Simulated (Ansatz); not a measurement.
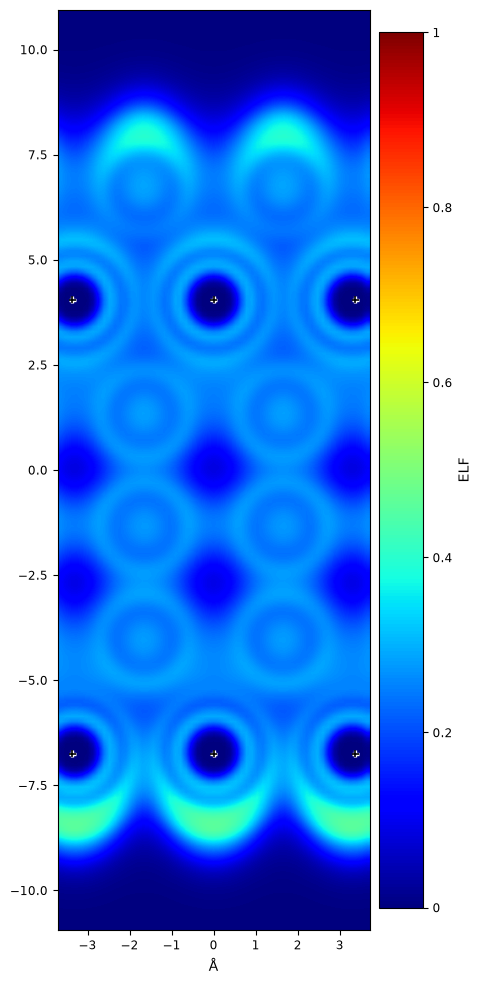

The electron localisation function on a plane through atoms (crosses mark nuclei in the plane).

Theory: Kohn-Sham DFT of a periodic cell, PBE, Ansatz PAW in Ansatz 0.2.0.

Candidates:
A. MoS₂, a = 3.18 Å, b = 3.18 Å, c = 21.67 Å, α = 90.00°, β = 90.00°, γ = 120.00°. Space group P-3m1; a structure from a database of computed crystals, not necessarily the ambient phase; the program warned that the cutoff is below the recommended one.
B. In (slab), a = 3.36 Å, b = 3.36 Å, c = 28.50 Å, α = 90.00°, β = 90.00°, γ = 120.00°. 
C. ZnO, a = 3.29 Å, b = 3.29 Å, c = 7.13 Å, α = 90.00°, β = 90.00°, γ = 120.00°. Space group P6₃/mmc; a structure from a database of computed crystals, not necessarily the ambient phase.

Q: Which candidate gave the map?

A: Candidate B: In on the (100) plane of the calculation cell, a cut from vacuum to vacuum, which holds In.
